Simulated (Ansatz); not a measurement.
## AlGa$_{3}$As$_{4}$: band-structure calculation (part 1 of 2)

- system: AlGa$_{3}$As$_{4}$ (8 atoms in the cell)
- method: DFT, PBE with spin-orbit coupling, plane waves, PAW (Ansatz 0.2.0)

The structure was built on a prototype by a generator; it need not be a known phase. The geometry comes from this level: r2SCAN. Figures and captions count atoms from 1; the log counts them from 0 in places.

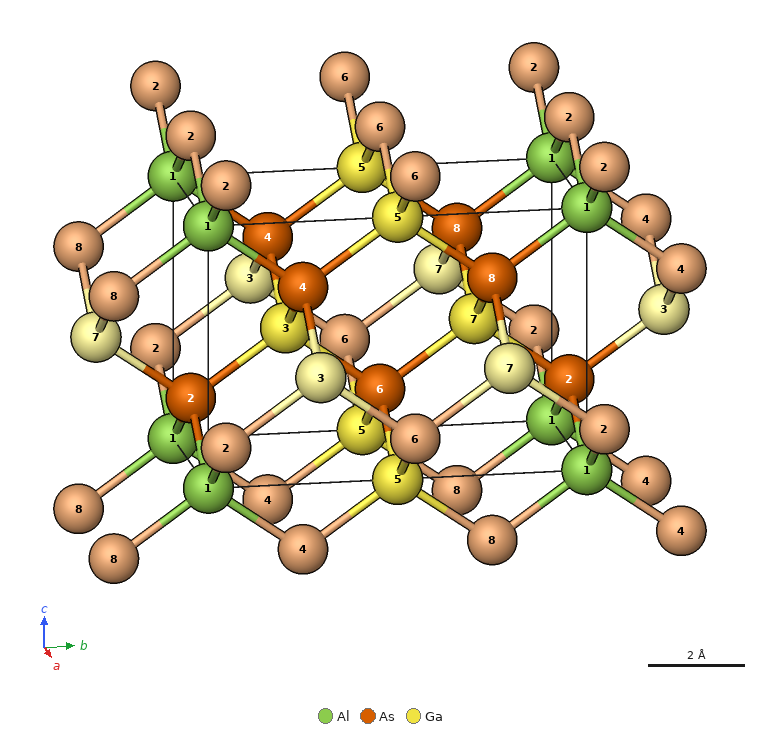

Fig. 1: The structure (ball-and-stick view of the cell of the calculation, seen slightly off an axis; neighbours outside the cell are drawn fainter; atoms are numbered from 1 in the order of the input). An atom can appear more than once, as a periodic image. Near neighbours in the periodic cell (some may lie outside the picture): Al has 4 As at 2.45 to 2.46 Å; As has 2 Al at 2.45 Å and 2 Ga at 2.46 Å; Ga has 4 As at 2.45 to 2.46 Å; As has 1 Al at 2.46 Å and 3 Ga at 2.45 to 2.46 Å; As has 4 Ga at 2.45 to 2.46 Å.

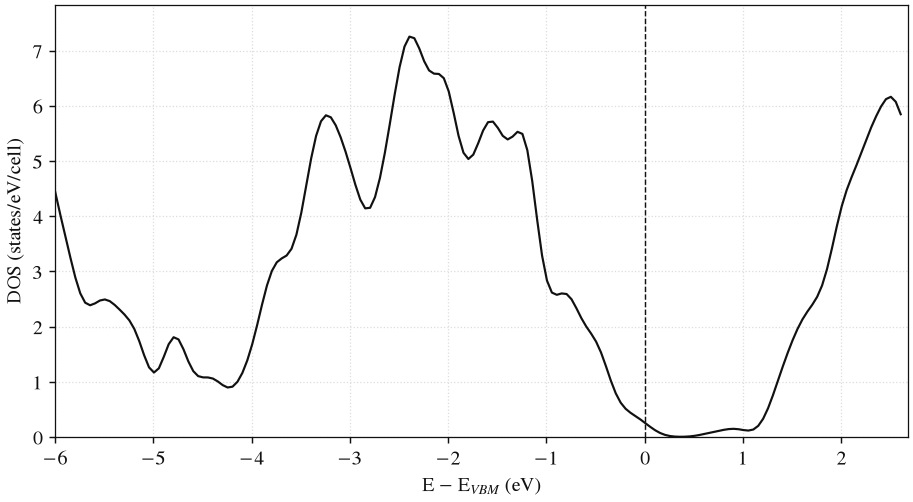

Fig. 2: Density of states (the curve is built from the levels of the k mesh with Gaussians 0.3 eV wide, which also blur the band edges), with energies from the valence-band top. There is a gap of 0.70 eV on the k-point mesh. The curves stop near 2.3 eV above the Fermi level, where the computed bands end. Small ripples come from the finite k-point mesh.

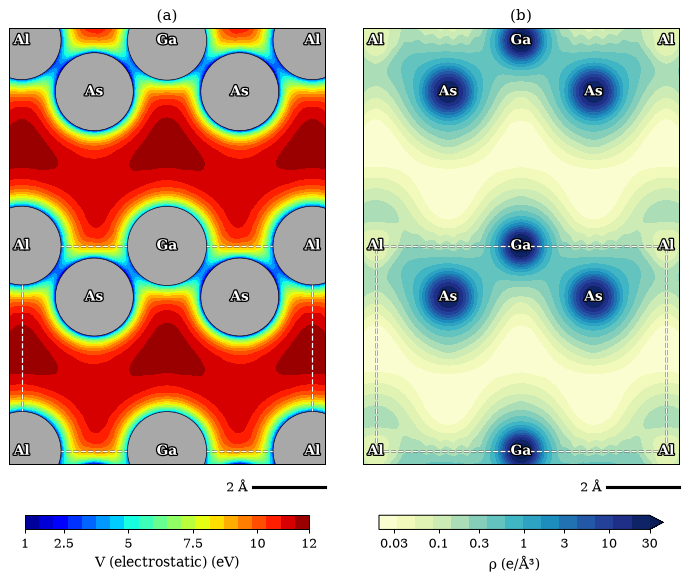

Fig. 3: (a) electrostatic potential (local pseudopotential plus Hartree) felt by an electron; (b) valence electron density on the (100) plane of the conventional cell. Grey discs, where drawn, cover atomic cores. Atoms in the plane: Al, As and Ga. Al–As (2.46 Å): ρ is about 0.48 e/Å³ halfway. Ga–As (2.45 Å): the density is about 0.49 e/Å³ at the midpoint. Away from the nuclei the density in this plane falls to 0.02 e/Å³ at its lowest. Outside the cores the potential energy rises away from the atoms and is highest about 2.4 Å from the nearest atoms; outside the discs it spans about 10 eV, and its zero is arbitrary. The fields are those of the smooth PAW valence density.

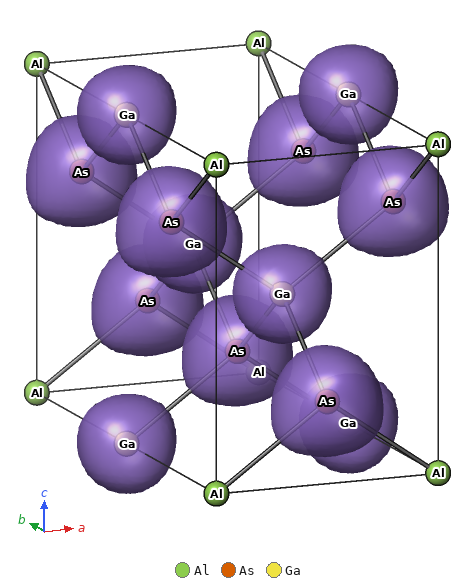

Fig. 4: Isosurface of the valence pseudo-density at 0.6 e/Å³ (purple), seen slightly off an axis. Sticks mark near contacts. The outline is the cell set on symmetry axes. At this value the density breaks into separate islands; it holds about 75 % of the electrons treated as valence (semicore included). It is pinched off along the Al–As (2.45 Å) and Ga–As (2.45 Å) contacts. On the grid the lowest density along these lines, outside the cores, is 0.36 e/Å³ (Al–As, 2.45 Å) and 0.47 e/Å³ (Ga–As, 2.45 Å).

These pictures come from the run below.

**Input**
```yaml
crystal:
  lattice:
    - [4.0125823665, 0.0, 0.0]
    - [0.0, 8.0207499128, 0.0]
    - [0.0, 0.0, 5.6643204785]
  atoms:
    - { symbol: Al, position: [0.0, 0.0, 0.000949348] }
    - { symbol: As, position: [0.5, 0.0, 0.2499443653] }
    - { symbol: Ga, position: [0.5, 0.2505425162, 0.500042202] }
    - { symbol: As, position: [0.0, 0.2498761077, 0.7502315702] }
    - { symbol: Ga, position: [0.0, 0.5, -0.0006974922] }
    - { symbol: As, position: [0.5, 0.5, 0.2492562344] }
    - { symbol: Ga, position: [0.5, 0.7494574838, 0.500042202] }
    - { symbol: As, position: [0.0, 0.7501238923, 0.7502315702] }
kpoints:
  mp_grid: { grid: [6, 4, 4] }
  band_path:
    path:
      - [0.0, 0.0, 0.0]
      - [0.5, 0.0, 0.0]
      - [0.5, 0.5, 0.0]
      - [0.0, 0.5, 0.0]
      - [0.0, 0.0, 0.5]
      - [0.5, 0.0, 0.5]
      - [0.5, 0.5, 0.5]
      - [0.0, 0.5, 0.5]
    npoints: 1
hamiltonian:
  xc: pbe
scf:
  occupations: { method: fermi_dirac, width: 0.02 }
  n_extra_bands: 12
magnetization:
  noncollinear: true
  spin_orbit: true
output:
  forces: true
  stress: true
  eigenvalues: true
  write_density: true
  write_potential: true
  elf: true
  volumetric_format: npy
```

Launch command:
```bash
ansatz run input.yaml --threads 4 --pin off --max-ram 6451MiB --backend cpu --events-out ev --progress --plain --runs-dir out
```

**The program's output**
```
scf.n_extra_bands = 12 over 102 filled bands (N_el = 102.0): the run solves 114 bands
Engine: ansatz 0.2.0, x86_64-unknown-linux-gnu
Pseudopotentials: kind: paw_fr
Pseudopotential: Al, paw_fr, valence charge 3, recommended cutoff 420 eV (normal), Al.paw.azcp#standard-fr
Pseudopotential: As, paw_fr, valence charge 15, recommended cutoff 420 eV (normal), As.paw.azcp#standard-fr
Pseudopotential: Ga, paw_fr, valence charge 13, recommended cutoff 420 eV (normal), Ga.paw.azcp#standard-fr
Functional definition: PBE
  parameter kappa = 0.804
  parameter beta = 0.06672455060314922
  exchange = pbe_x(kappa = kappa, mu = beta*pi^2/3)
  correlation = pbe_c(beta = beta)
non-collinear run that drives no moment, with spin-orbit: no starting moment large enough to seed its density (crystal.atoms[].spin), no starting occupations that ask for one, no magnetisation constraint and no magnetic field, so the semilocal B_xc is pinned to zero
Crystal: 8 atoms, lattice volume = 182.300 Å³
Basis set: ecut = 420 eV, 3565 PW (Γ), exchange–correlation on 54×108×80 points (8 copies of the dense FFT grid, shifted against one another)
Bands: 114, of which v1, the nominal top of the filled ones, is band 102 counted from 1 (101 counted from 0)
Symmetry: 4 space group operations + 4 with time reversal
Magnetic group: BNS 25.58 (UNI 156), of the structure as read, at distance tolerance 5.7e-5 Å
k-points: 36 of 96 (time reversal used)
Projection manifold: j_resolved (fully-relativistic pseudo-atomic orbitals)
Non-local potential: Al, projectors of the file, l = 0: 2, l = 1: 4, l = 2: 2
Non-local potential: As, projectors of the file, l = 0: 2, l = 1: 4, l = 2: 6, l = 3: 2
Non-local potential: Ga, projectors of the file, l = 0: 2, l = 1: 4, l = 2: 6, l = 3: 2
PAW form: soft (Blöchl's): semilocal exchange-correlation on the pseudo side does not see the compensation charge
PAW one-centre angular grid: Al, 110 points (default); XC on 64 Gauss nodes
PAW one-centre angular grid: As, 590 points (default); XC on 64 Gauss nodes
PAW one-centre angular grid: Ga, 590 points (default); XC on 64 Gauss nodes
Initial density: superposition of atomic densities (chi_scale 0.1, normalization cell, long waves kept (reshape's long-wave potential 0.04 eV rms))
Initial wavefunctions: pseudopotential atomic-orbital guess
Functional: x = pbe(κ = 0.804, μ = 0.2195149727645171), c = pbe(β = 0.06672455060314922)
SCF iter   1: F=—  HF=-31315.181177 eV  |F-HF|=—  |Δ(HF+E_count)|=         —  Δρ=3.88e-2  dr2=1.88e0  dr2_m=0.00e0 (ungated)  ethr=3.10e-3  |M|=0.00e0 ∫|m|=0.00e0 μB  |m|>n=0.0e0 m-floor=0.0e0 τ_xc=0.0e0  β_m=0.30  ⟨swp⟩=6.6  Hψ=18226  notcnv=0
preconditioner: auto → Resta (q_TF=auto, 2.477 Å⁻¹)  ε∞=3.8  [insulator: Δε(μ)=0.709 eV  Ē_g=13.039 eV  σ=0.020 eV  W_gap=1.00  n_scr=44 (ndim 8)  ℏωp=21.7 eV  f_vac=0.000  D(μ)=0.00/eV (n_scr^D=0)  ε∞_Penn≈3.8]
spin=Noncollinear: Resta preconditioning applied to the charge; magnetization (m_x, m_y, m_z) channels mix plain (no charge-response kernel on spin).
SCF iter   2: F=—  HF=-31315.034416 eV  |F-HF|=—  |Δ(HF+E_count)|=   1.47e-1  Δρ=2.83e-2  dr2=1.08e0  dr2_m=0.00e0 (ungated)  ethr=1.84e-3  |M|=0.00e0 ∫|m|=0.00e0 μB  |m|>n=0.0e0 m-floor=0.0e0 τ_xc=0.0e0  β_m=0.65  ⟨swp⟩=1.0  Hψ=4898  notcnv=0  defer=5
SCF iter   3: F=—  HF=-31314.870094 eV  |F-HF|=—  |Δ(HF+E_count)|=   1.64e-1  Δρ=3.94e-3  dr2=3.36e-2  dr2_m=0.00e0 (ungated)  ethr=1.06e-3  |M|=0.00e0 ∫|m|=0.00e0 μB  |m|>n=0.0e0 m-floor=0.0e0 τ_xc=0.0e0  β_m=0.56  ⟨swp⟩=3.0  Hψ=6336  notcnv=0  defer=116
SCF iter   4: F=—  HF=-31314.849041 eV  |F-HF|=—  |Δ(HF+E_count)|=   2.11e-2  Δρ=2.21e-3  dr2=7.60e-3  dr2_m=0.00e0 (ungated)  ethr=3.29e-5  |M|=0.00e0 ∫|m|=0.00e0 μB  |m|>n=0.0e0 m-floor=0.0e0 τ_xc=0.0e0  β_m=0.78  ⟨swp⟩=2.6  Hψ=6416  notcnv=0  defer=200
SCF iter   5: F=—  HF=-31314.856880 eV  |F-HF|=—  |Δ(HF+E_count)|=   7.84e-3  Δρ=5.35e-4  dr2=6.20e-4  dr2_m=0.00e0 (ungated)  ethr=7.45e-6  |M|=0.00e0 ∫|m|=0.00e0 μB  |m|>n=0.0e0 m-floor=0.0e0 τ_xc=0.0e0  β_m=0.89  ⟨swp⟩=2.0  Hψ=5288  notcnv=0  defer=200
SCF iter   6: F=—  HF=-31314.857730 eV  |F-HF|=—  |Δ(HF+E_count)|=   8.50e-4  Δρ=1.28e-4  dr2=3.98e-5  dr2_m=0.00e0 (ungated)  ethr=6.08e-7  |M|=0.00e0 ∫|m|=0.00e0 μB  |m|>n=0.0e0 m-floor=0.0e0 τ_xc=0.0e0  β_m=0.77  ⟨swp⟩=2.0  Hψ=7622  notcnv=0  defer=200
SCF iter   7: F=—  HF=-31314.857765 eV  |F-HF|=—  |Δ(HF+E_count)|=   3.49e-5  Δρ=6.95e-5  dr2=6.56e-6  dr2_m=0.00e0 (ungated)  ethr=3.90e-8  |M|=0.00e0 ∫|m|=0.00e0 μB  |m|>n=0.0e0 m-floor=0.0e0 τ_xc=0.0e0  β_m=0.86  ⟨swp⟩=2.0  Hψ=7746  notcnv=0  defer=200
SCF iter   8: F=—  HF=-31314.857784 eV  |F-HF|=—  |Δ(HF+E_count)|=   1.92e-5  Δρ=1.54e-5  dr2=6.72e-7  dr2_m=0.00e0 (ungated)  ethr=6.43e-9  |M|=0.00e0 ∫|m|=0.00e0 μB  |m|>n=0.0e0 m-floor=0.0e0 τ_xc=0.0e0  β_m=0.85  ⟨swp⟩=2.0  Hψ=7432  notcnv=0  defer=200
SCF iter   9: F=-31314.857785 eV  HF=-31314.857785 eV  |F-HF|=2.15e-8  |Δ(HF+E_count)|=   8.99e-7  Δρ=4.13e-6  dr2=3.88e-8  dr2_m=0.00e0 (ungated)  ethr=9.80e-11  |M|=0.00e0 ∫|m|=0.00e0 μB  |m|>n=0.0e0 m-floor=0.0e0 τ_xc=0.0e0  ⟨swp⟩=13.9  Hψ=30122  notcnv=0
SCF 1 converged in 9 iterations: F = -31314.857785 eV  dr2 = 3.88e-8
  greatest PAW one-centre occupation: 0.999 electrons in one spin orbital (limit 2), on the As atom at site 5 (counted from 0), in its partial waves of l = 2
NSCF: frozen V_eff on 8 k-points
SCF converged after 9 iterations
Magnetization: |M| = 0.0000 μB,  M = (+0.0000, +0.0000, +0.0000) μB
Absolute magnetization: 0.0000 μB (∫|m|)
  site 0: m = (+0.0000, +0.0000, +0.0000) μB, |m| = 0.0000 μB  (R = 1.01 Å)
  site 1: m = (+0.0000, +0.0000, +0.0000) μB, |m| = 0.0000 μB  (R = 1.01 Å)
  site 2: m = (+0.0000, +0.0000, +0.0000) μB, |m| = 0.0000 μB  (R = 1.01 Å)
  site 3: m = (+0.0000, +0.0000, +0.0000) μB, |m| = 0.0000 μB  (R = 1.01 Å)
  site 4: m = (+0.0000, +0.0000, +0.0000) μB, |m| = 0.0000 μB  (R = 1.01 Å)
  site 5: m = (+0.0000, +0.0000, +0.0000) μB, |m| = 0.0000 μB  (R = 1.01 Å)
  site 6: m = (+0.0000, +0.0000, +0.0000) μB, |m| = 0.0000 μB  (R = 1.01 Å)
  site 7: m = (+0.0000, +0.0000, +0.0000) μB, |m| = 0.0000 μB  (R = 1.01 Å)
Free energy (F): -31314.857785 eV
Harris-Foulkes:  -31314.857785 eV  (|F-HF|=2.15e-8)
Internal energy: -31314.857785 eV  (E = F + TS)
E sigma→0 (E₀):  -31314.857785 eV
Fermi energy:    8.086489 eV
--- Per-component energies (eV) ---
  E_band       = -1221.397003
  E_kinetic    = 784.569319
  E_local      = -14434.461673  (includes V_loc(G=0)·N_el)
  E_nonlocal   = -1395.415503
  E_hartree    = 7328.839395
  E_xc         = -564.137935
  E_vxc        = -520.399227  (∫ρ·V_xc dr)
  E_paw        = -13778.689149  (= ΣΔE_a)
  E_vpaw       = -313.364721  (= ΣTr[D̂ρ^β])
  E_aug_tail   = -0.000377  (compensation charges beyond the density's cutoff)
  E_ewald      = -9255.561863
  E_smearing   = -0.000000  (= −TS)
  E_closure    = -0.000000  (closes the sum)
  Σ components = -31314.857785   (vs F -31314.857785, Δ=0.00e0)
```
